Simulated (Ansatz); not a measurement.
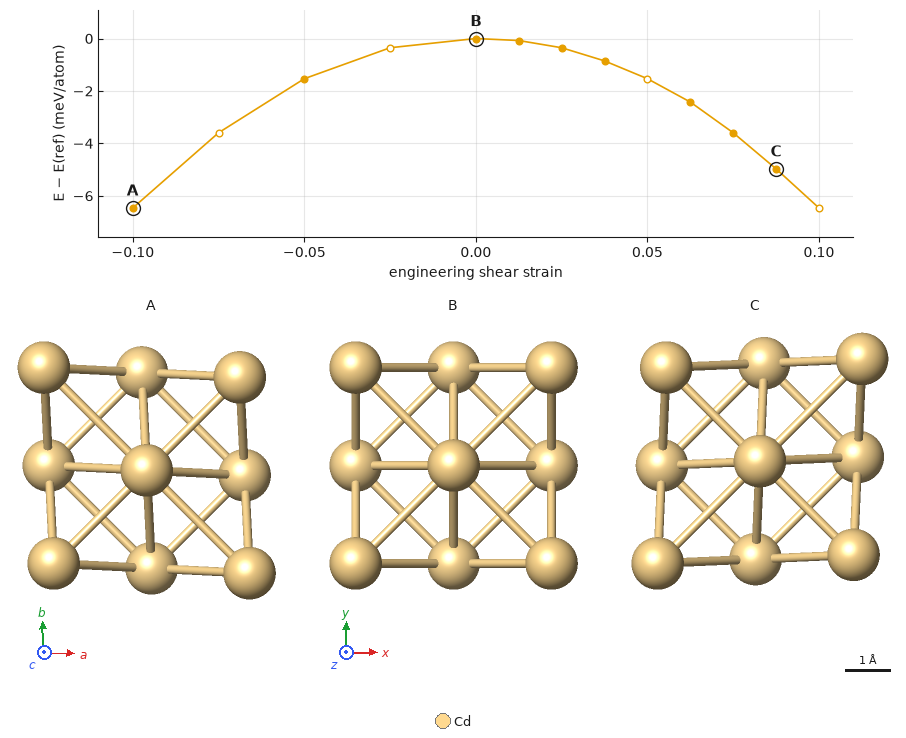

Energy scan for crystalline Cd (Fm-3m), in which the cell is strained in shear in the xy plane, with the atoms kept at their fractional coordinates. x, y and z are the Cartesian axes of the input. The lettered frames are marked on the plot. Hollow markers are points alike by symmetry, not computed again. A ball-and-stick model of the conventional cell (4 times the calculation's cell), repeated 1 × 1 × 2 with one cell outlined, seen along the c axis. Lengths and directions refer to the drawn axes.

Method: DFT LDA, scalar-relativistic, plane waves, PAW (Ansatz). Set-up: plane-wave cutoff 420 eV; k-point mesh 18 × 18 × 18; occupations gaussian; smearing width 0.15 eV; no spin polarisation. Energies (free energies at the smearing named) are counted from the cell as listed in its source, which wasn't relaxed.

What does the scan show?

The lowest computed point lies at the strain −0.10 and 0.10 (by symmetry) (−6.46 meV/atom). A local maximum lies at 0.00 (0.00 meV/atom). The energy is still falling at the end of the range, so the minimum along this coordinate lies there or beyond. At the ends of the scan the energy is −6.46 meV/atom (−0.10) and −6.46 meV/atom (0.10). The unrelaxed reference is under a pressure of −4.8 GPa. The distortion takes the space group from Fm-3m to Immm. At the strain −0.10 the cell of the drawing goes a 4.436 → 4.442 Å, b 4.436 → 4.442 Å, γ 90.0° → 95.7°.

The computed points:

```tsv
engineering shear strain	E − E(ref) (meV/atom)
−0.1000	−6.46
−0.0750	−3.60
−0.0500	−1.53
−0.0250	−0.35
0.0000	0.00
0.0125	−0.08
0.0250	−0.35
0.0375	−0.85
0.0500	−1.53
0.0625	−2.42
0.0750	−3.60
0.0875	−4.97
0.1000	−6.46
```

Points that are alike by symmetry were computed once.
